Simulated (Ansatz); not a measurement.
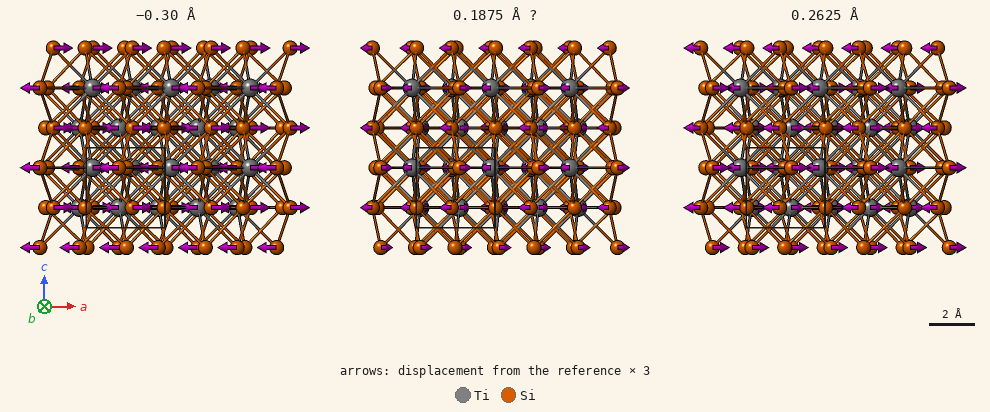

Solid TiSi₂ (Cmcm): a normal mode at the zone centre is frozen in with the cell fixed, the amplitude being the largest displacement of an atom. A ball-and-stick model of the conventional cell (2 times the calculation's cell), repeated 2 × 1 × 2 with one cell outlined, seen along the b axis. Purple arrows: displacements from the reference. Lengths and directions refer to the drawn axes.

The calculation used DFT PBEsol, scalar-relativistic, plane waves, PAW (Ansatz). (plane-wave cutoff 420 eV; k-point mesh 14 × 14 × 14; occupations gaussian; smearing width 0.15 eV; no spin polarisation). Energies (free energies at the smearing named) are counted from the relaxed crystal.

```csv
largest displacement (Å),energy change (meV/cell)
−0.3000,930
−0.1500,228
0.0000,0
0.0375,14
0.0750,57
0.1125,128
0.1875,?
0.2250,520
0.2625,710
```

**Estimate the missing energy from the other rows, and compare with the calculation.**

A straight line between the two neighbours gives 389 meV/cell. A cubic through the four nearest rows (0.0750, 0.1125, 0.2250, 0.2625) gives, with Lagrange weights, (−0.2000)(57) + (0.5000)(128) + (1.0000)(520) + (−0.3000)(710) = 360 meV/cell. The calculation gives 359 meV/cell, so the cubic is 1 meV/cell too high and the straight line 30 meV/cell too high, as the curve bends upwards here.

The whole profile:

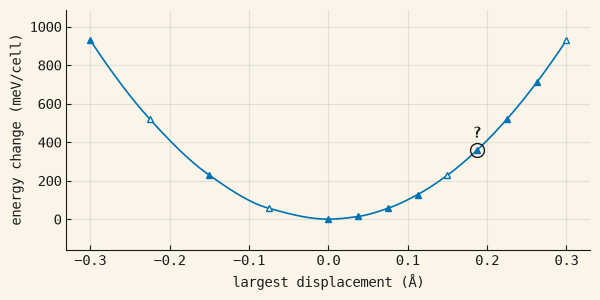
